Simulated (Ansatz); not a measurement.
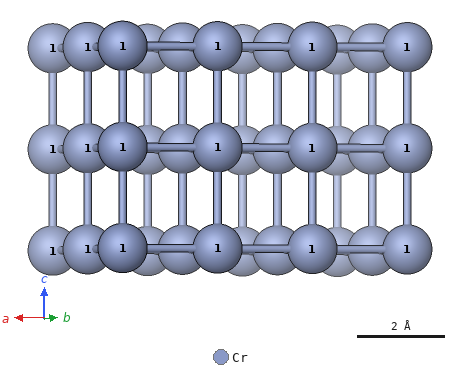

The starting point is a crystal of Cr (a generated structure, set up in Pm-3m). Style: ball-and-stick. Shown: the cell of the calculation, repeated 3 × 2 × 2 with one cell outlined, from a free direction.

Computed with DFT, PBE, PAW with Ansatz's default frozen-core files, scalar-relativistic (Ansatz 0.2.0). (plane-wave cutoff 420 eV; k-point mesh 16 × 16 × 16; occupations fermi dirac; smearing width 0.05 eV; collinear spin)

Now this is done to it. All lengths are scaled by −2.0 % (volume −5.9 %), the atoms keeping their fractional coordinates. No relaxation follows.

> What does the calculation give for the changed structure?

Energy change: +29.8 meV per atom. Pressure: 0.0 GPa before, 13.3 GPa after. All forces vanish by symmetry. Near-neighbour distances before and after: Cr–Cr 2.341 → 2.293 Å. The space group stays Pm-3m (No. 221).

The changed structure in the same view:

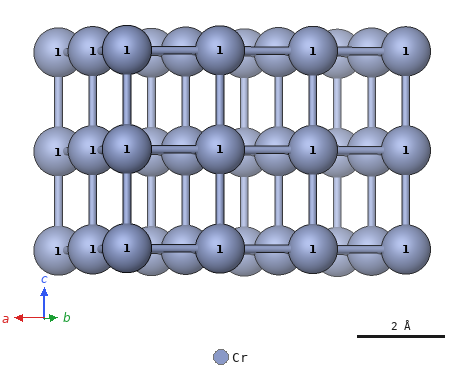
